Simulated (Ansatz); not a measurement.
# Mending a band-structure run on Ti

System: Ti (P6₃/mmc, 2 atoms in the cell).
Method of run A: Kohn-Sham DFT of a periodic cell, PBEsol0, Ansatz PAW (Ansatz 0.2.0).

The structure derives from an entry of the Crystallography Open Database. The run did not end well. Text and figures count atoms from 1; the logs count them from 0 in places.

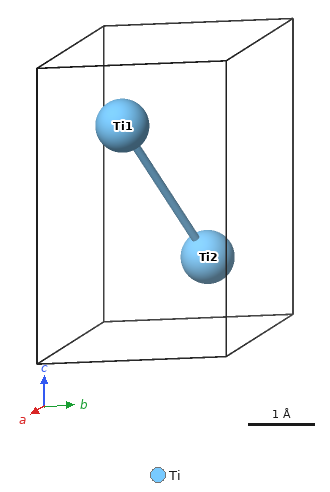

Fig. 1: The input geometry (ball-and-stick view of the cell of the calculation, seen slightly off an axis; atoms are numbered from 1 in the order of the input). Near neighbours in the crystal (not all of them lie inside the picture): Ti has 12 Ti at 2.89 to 2.95 Å.

**Input, run A**
```yaml
crystal:
  lattice:
    - [2.95, 0.0, 0.0]
    - [-1.475, 2.5547749412, 0.0]
    - [0.0, 0.0, 4.68]
  atoms:
    - { symbol: Ti, position: [0.6666666667, 0.3333333333, 0.75] }
    - { symbol: Ti, position: [0.3333333333, 0.6666666667, 0.25] }
hamiltonian:
  xc: { exchange: pbesol, correlation: pbesol, exx: { coeff: 0.25 } }
  pseudopotentials: { kind: paw }
kpoints:
  mp_grid: { grid: [6, 6, 3] }
  band_path:
    path:
      - [[0.0, 0.0, 0.0], [0.5, 0.0, 0.0], [0.3333333333, 0.3333333333, 0.0], [0.0, 0.0, 0.0], [0.0, 0.0, 0.5], [0.5, 0.0, 0.5], [0.3333333333, 0.3333333333, 0.5], [0.0, 0.0, 0.5]]
      - [[0.5, 0.0, 0.5], [0.5, 0.0, 0.0]]
      - [[0.3333333333, 0.3333333333, 0.0], [0.3333333333, 0.3333333333, 0.5]]
    npoints: 4
scf:
  occupations: { method: fermi_dirac, width: 0.05 }
  n_extra_bands: 6
output:
  forces: true
  stress: true
  eigenvalues: true
  fatbands: false
  write_density: true
  write_potential: true
  elf: true
  volumetric_format: npy
```

Launched with:
```bash
ansatz run input.yaml --threads 2 --pin off --max-ram 5632MiB --backend cpu --events-out ev --progress --plain --runs-dir out
```

Hardware: 2 threads of Arm Neoverse V2, 24 GiB of memory available, shared host.

**Output, shortened to warnings, some set-up lines, iterations and results (run A)**
```
Warning: output.stress: scf.convergence.dr2_threshold = 1e-7 eV (the SCF's general default) is looser than the 2e-10 eV advised for a printed stress (1e-10 eV for each atom of the cell: 2). What an SCF threshold leaves in a stress goes as its square root, and in the free energy as the threshold itself, and one threshold admits the most on a small cell: of the crystals measured, under no hybrid …
Warning: output.stress: scf.exx.energy_threshold = 1e-6 eV is looser than the 2e-8 eV advised for a stress under a hybrid functional (1e-8 eV for each atom of the cell: 2). Every SCF of the exchange loop can meet its threshold on dr2 while the loop round them stops early: no threshold on dr2 bounds what that leaves in the stress. Set scf.exx.energy_threshold to 2e-8 eV or tighter. The threshold …
Error: the pass "band path" is not served: it follows an SCF under a hybrid functional, so it would have to apply that functional's exchange operator directly, as a sum over orbital pairs, which on k-points of its own, be they those of the SCF's mesh, such a pass takes under an unscreened kernel only where the SCF fills whole bands under a gap, and this one does not: choose a screened hybrid …
Basis set: ecut = 420 eV, 687 PW (Γ), exchange–correlation on 40×40×64 points (8 copies of the dense FFT grid, shifted against one another)
Symmetry: 24 space group operations
k-points: 14 of 108
Initial density: superposition of atomic densities (neutral atoms: chi_scale 0, normalization atom), corrected by the library's trained network
[...]
SCF iter   1: F=—  HF=-4947.753089 eV  |F-HF|=—  |Δ(HF+E_count)|=         —  Δρ=9.15e-3  dr2=2.39e-2  ethr=1.77e-3  ⟨swp⟩=4.8  Hψ=938  notcnv=0
SCF iter   2: F=—  HF=-4947.746679 eV  |F-HF|=—  |Δ(HF+E_count)|=   6.41e-3  Δρ=4.44e-3  dr2=6.47e-3  ethr=9.96e-5  ⟨swp⟩=3.1  Hψ=560  notcnv=0
SCF iter   3: F=—  HF=-4947.745760 eV  |F-HF|=—  |Δ(HF+E_count)|=   9.18e-4  Δρ=1.26e-3  dr2=5.55e-4  ethr=2.33e-6  ⟨swp⟩=2.3  Hψ=1105  notcnv=0
SCF iter   4: F=—  HF=-4947.745618 eV  |F-HF|=—  |Δ(HF+E_count)|=   1.42e-4  Δρ=2.86e-4  dr2=2.77e-5  ethr=2.31e-6  ⟨swp⟩=3.7  Hψ=513  notcnv=0
SCF iter   5: F=—  HF=-4947.745619 eV  |F-HF|=—  |Δ(HF+E_count)|=   1.24e-6  Δρ=4.60e-5  dr2=4.18e-7  ethr=1.15e-7  ⟨swp⟩=4.4  Hψ=555  notcnv=0
[... 38 lines ...]
SCF iter   9: F=-4961.507642 eV  HF=-4961.507642 eV  |F-HF|=1.14e-9  |Δ(HF+E_count)|=   3.14e-8  Δρ=2.18e-6  dr2=2.05e-9  ethr=1.00e-12  ⟨swp⟩=5.2  Hψ=758  notcnv=0
SCF 7 converged in 9 iterations: F = -4961.507642 eV  dr2 = 2.05e-9
SCF iter   1: F=—  HF=-4961.507642 eV  |F-HF|=—  |Δ(HF+E_count)|=         —  Δρ=2.81e-6  dr2=1.70e-9  ethr=5.56e-10  ⟨swp⟩=4.9  Hψ=655  notcnv=0
SCF iter   2: F=-4961.507642 eV  HF=-4961.507642 eV  |F-HF|=5.18e-11  |Δ(HF+E_count)|=  5.28e-11  Δρ=7.81e-7  dr2=9.71e-11  ethr=6.79e-12  ⟨swp⟩=4.1  Hψ=666  notcnv=0
SCF 8 converged in 2 iterations: F = -4961.507642 eV  dr2 = 9.71e-11
  Residual-converged pass: ⟨swp⟩=2.0  Hψ=398  notcnv=0  max |occ|·‖R‖ = 1.9e-6 eV (tolerance 2.4e-6 eV)  dr2=9.79e-11  dr2_onsite=3.84e-11  max |Δocc| = 1.8e-15
hybrid outer 7: dexx = +8.804e-10 eV, tail = 3.85e-10 eV, Δε = 8.27e-5 eV (about 2.59e-5 eV left of the loop's levels), ΔF = 7.40e-17 eV/Å (tail 2.33e-17)
hybrid SCF converged: 7 outer / 32 inner (+8 warm-up), last move |dexx| = 8.80e-10 eV, tail = 3.85e-10 eV
Stability not checked: this state was not tested for a lower state beside it, because the functional holds exact exchange (a hybrid, or Hartree-Fock), whose exchange loop this test does not read (fock_operator; see scf.lower_state_search)
Free energy (F): -4961.507642 eV
Frozen-core exchange: fock
Harris-Foulkes:  -4961.507642 eV  (|F-HF|=5.18e-11)
Internal energy: -4961.500031 eV  (E = F + TS)
E sigma→0 (E₀):  -4961.503837 eV
Entropy (-TS):   -0.007611 eV (-3.805 meV/atom)
Fermi energy:    13.339329 eV
--- Per-component energies (eV) ---
  E_band       = -393.772951
  E_kinetic    = 541.810129
  E_local      = -1623.012880  (includes V_loc(G=0)·N_el)
  E_nonlocal   = 12.503597
  E_hartree    = 657.254539
  E_xc         = -150.100623
  E_vxc        = -188.168312  (∫ρ·V_xc dr)
  E_exx        = -87.896781  (= α·E_x^exact, valence–valence)
  E_paw        = -2011.451214  (= ΣΔE_a)
  E_vpaw       = -275.621112  (= ΣTr[D̂ρ^β])
  E_aug_tail   = 0.000227  (compensation charges beyond the density's cutoff)
  E_ewald      = -2300.478866
  E_core_change = -0.128160  (= ΣΔE_core)
  E_smearing   = -0.007611  (= −TS)
  E_closure    = 0.000000  (closes the sum)
  Σ components = -4961.507642   (vs F -4961.507642, Δ=0.00e0)
--- Forces (eV/Å), atoms counted from 1 ---
  atom   1  Ti    -0.00000000    -0.00000000     0.00000000
  atom   2  Ti    -0.00000000     0.00000000    -0.00000000
  max |Σ_I F_I| component: 7.40e-17 eV/Å
--- Stress (GPa, compression-positive) ---
       -5.459946      -0.000000       0.000000
       -0.000000      -5.459946      -0.000000
        0.000000      -0.000000      -7.883099
  P = ⅓ Tr σ = -6.2677 GPa (-62.677 kbar)
Error: the pass "band path" is not served: it follows an SCF under a hybrid functional, so it would have to apply that functional's exchange operator directly, as a sum over orbital pairs, which on k-points of its own, be they those of the SCF's mesh, such a pass takes under an unscreened kernel …
```

Diagnose this run and give a change of the input that cures it.

The run ended with an error: “the pass "band path" is not served: it follows an SCF under a hybrid functional, so it would have to apply that functional's exchange operator directly, as a sum over orbital pairs, which on k-points of its own, be they those of the SCF's mesh, such a pass takes under an unscreened kernel only where the SCF fills …” The program warns: an analysis step after the SCF failed; the exchange loop's threshold is looser than advised for the stress; the SCF threshold is looser than advised for the printed stress.

A run of the same system that converges differs from this input as follows (lines with − go, lines with + come):
```diff
-  mp_grid: { grid: [6, 6, 3] }
-  band_path:
-    path:
-      - [[0.0, 0.0, 0.0], [0.5, 0.0, 0.0], [0.3333333333, 0.3333333333, 0.0], [0.0, 0.0, 0.0], [0.0, 0.0, 0.5], [0.5, 0.0, 0.5], [0.3333333333, 0.3333333333, 0.5], [0.0, 0.0, 0.5]]
-      - [[0.5, 0.0, 0.5], [0.5, 0.0, 0.0]]
-      - [[0.3333333333, 0.3333333333, 0.0], [0.3333333333, 0.3333333333, 0.5]]
-    npoints: 4
+  mp_grid: { grid: [5, 5, 3] }
-  n_extra_bands: 6
-  fatbands: false
```

**Output, shortened to warnings, some set-up lines, iterations and results (run B)**
```
Warning: output.stress: scf.convergence.dr2_threshold = 1e-7 eV (the SCF's general default) is looser than the 2e-10 eV advised for a printed stress (1e-10 eV for each atom of the cell: 2). What an SCF threshold leaves in a stress goes as its square root, and in the free energy as the threshold itself, and one threshold admits the most on a small cell: of the crystals measured, under no hybrid …
Warning: output.stress: scf.exx.energy_threshold = 1e-6 eV is looser than the 2e-8 eV advised for a stress under a hybrid functional (1e-8 eV for each atom of the cell: 2). Every SCF of the exchange loop can meet its threshold on dr2 while the loop round them stops early: no threshold on dr2 bounds what that leaves in the stress. Set scf.exx.energy_threshold to 2e-8 eV or tighter. The threshold …
Basis set: ecut = 420 eV, 687 PW (Γ), exchange–correlation on 40×40×64 points (8 copies of the dense FFT grid, shifted against one another)
Symmetry: 24 space group operations
k-points: 10 of 75
Initial density: superposition of atomic densities (neutral atoms: chi_scale 0, normalization atom), corrected by the library's trained network
[...]
SCF iter   1: F=—  HF=-4947.777065 eV  |F-HF|=—  |Δ(HF+E_count)|=         —  Δρ=8.31e-3  dr2=1.78e-2  ethr=1.77e-3  ⟨swp⟩=4.8  Hψ=621  notcnv=0
SCF iter   2: F=—  HF=-4947.772119 eV  |F-HF|=—  |Δ(HF+E_count)|=   4.95e-3  Δρ=3.88e-3  dr2=4.50e-3  ethr=7.41e-5  ⟨swp⟩=3.1  Hψ=376  notcnv=0
SCF iter   3: F=—  HF=-4947.771454 eV  |F-HF|=—  |Δ(HF+E_count)|=   6.65e-4  Δρ=9.86e-4  dr2=3.29e-4  ethr=1.37e-6  ⟨swp⟩=3.1  Hψ=740  notcnv=0
SCF iter   4: F=—  HF=-4947.771369 eV  |F-HF|=—  |Δ(HF+E_count)|=   8.46e-5  Δρ=1.81e-4  dr2=6.63e-6  ethr=1.37e-6  ⟨swp⟩=4.1  Hψ=365  notcnv=0
SCF iter   5: F=—  HF=-4947.771372 eV  |F-HF|=—  |Δ(HF+E_count)|=   2.94e-6  Δρ=4.40e-5  dr2=4.24e-7  ethr=2.76e-8  ⟨swp⟩=4.5  Hψ=381  notcnv=0
[... 26 lines ...]
SCF iter  11: F=-4961.469674 eV  HF=-4961.469674 eV  |F-HF|=7.80e-9  |Δ(HF+E_count)|=   1.63e-7  Δρ=5.09e-6  dr2=9.48e-9  ethr=2.17e-12  ⟨swp⟩=5.9  Hψ=578  notcnv=0
SCF 4 converged in 11 iterations: F = -4961.469674 eV  dr2 = 9.48e-9
SCF iter   1: F=—  HF=-4961.469677 eV  |F-HF|=—  |Δ(HF+E_count)|=         —  Δρ=8.45e-6  dr2=2.43e-8  ethr=4.92e-9  ⟨swp⟩=5.7  Hψ=423  notcnv=0
SCF iter   2: F=-4961.469677 eV  HF=-4961.469677 eV  |F-HF|=1.11e-9  |Δ(HF+E_count)|=   8.88e-8  Δρ=2.97e-6  dr2=2.46e-9  ethr=8.30e-11  ⟨swp⟩=4.7  Hψ=439  notcnv=0
SCF 5 converged in 2 iterations: F = -4961.469677 eV  dr2 = 2.46e-9
  Residual-converged pass: ⟨swp⟩=2.8  Hψ=300  notcnv=0  max |occ|·‖R‖ = 2.2e-6 eV (tolerance 2.4e-6 eV)  dr2=2.46e-9  dr2_onsite=5.51e-10  max |Δocc| = 3.6e-13
hybrid outer 4: dexx = +1.619e-7 eV, tail = 6.57e-9 eV, Δε = 2.27e-4 eV (about 3.32e-5 eV left of the loop's levels), ΔF = 1.48e-16 eV/Å (tail 5.66e-17)
hybrid SCF converged: 4 outer / 24 inner (+7 warm-up), last move |dexx| = 1.62e-7 eV, tail = 6.57e-9 eV
Stability not checked: this state was not tested for a lower state beside it, because the functional holds exact exchange (a hybrid, or Hartree-Fock), whose exchange loop this test does not read (fock_operator; see scf.lower_state_search)
Free energy (F): -4961.469678 eV
Frozen-core exchange: fock
Harris-Foulkes:  -4961.469678 eV  (|F-HF|=1.11e-9)
Internal energy: -4961.459191 eV  (E = F + TS)
E sigma→0 (E₀):  -4961.464434 eV
Entropy (-TS):   -0.010486 eV (-5.243 meV/atom)
Fermi energy:    13.257882 eV
--- Per-component energies (eV) ---
  E_band       = -392.720120
  E_kinetic    = 542.094463
  E_local      = -1624.621993  (includes V_loc(G=0)·N_el)
  E_nonlocal   = 12.877284
  E_hartree    = 658.350583
  E_xc         = -150.084624
  E_vxc        = -188.151129  (∫ρ·V_xc dr)
  E_exx        = -87.822744  (= α·E_x^exact, valence–valence)
  E_paw        = -2011.645362  (= ΣΔE_a)
  E_vpaw       = -275.975147  (= ΣTr[D̂ρ^β])
  E_aug_tail   = 0.000228  (compensation charges beyond the density's cutoff)
  E_ewald      = -2300.478866
  E_core_change = -0.128160  (= ΣΔE_core)
  E_smearing   = -0.010486  (= −TS)
  E_closure    = 0.000001  (closes the sum)
  Σ components = -4961.469678   (vs F -4961.469678, Δ=-9.09e-13)
--- Forces (eV/Å), atoms counted from 1 ---
  atom   1  Ti    -0.00000000    -0.00000000     0.00000000
  atom   2  Ti    -0.00000000     0.00000000    -0.00000000
  max |Σ_I F_I| component: 1.48e-16 eV/Å
--- Stress (GPa, compression-positive) ---
       -6.298995      -0.000000       0.000000
       -0.000000      -6.298995      -0.000000
        0.000000      -0.000000      -8.643665
  P = ⅓ Tr σ = -7.0806 GPa (-70.806 kbar)
```

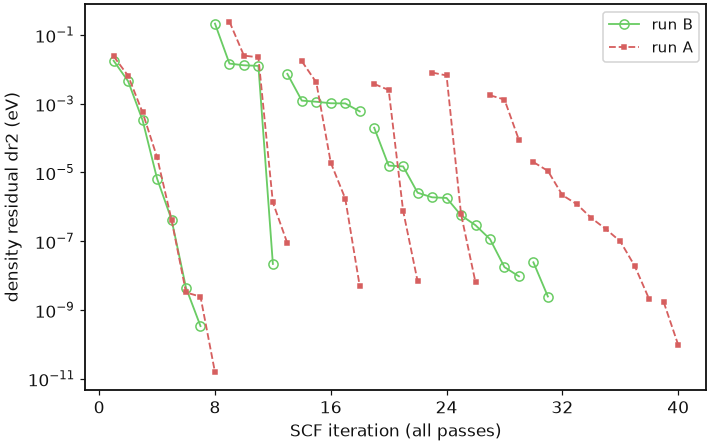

Fig. 2: Convergence of the two runs: density residual dr2 against the SCF iteration. A break in a curve parts two SCF passes. Run B takes 31 iterations in all, and run A stops after 40.

**The two runs side by side**

```csv
quantity,run A,run B
outcome,error,converged
free energy per atom (eV),–,−2480.7348
gap on the mesh (eV),–,0.00
pressure (GPa),–,−7.08
volume per atom (Å³),–,17.64
largest force (eV/Å),–,0.000
SCF iterations,–,31
irreducible k-points,–,10
plane waves at Γ,–,687
wall time (shared host),13 s,8.2 s
```

Notes on run B: Warnings of the run: the exchange loop's threshold is looser than advised for the stress; the SCF threshold is looser than advised for the printed stress. The k-point mesh is coarse for a cell of this size, so the results may not be converged.
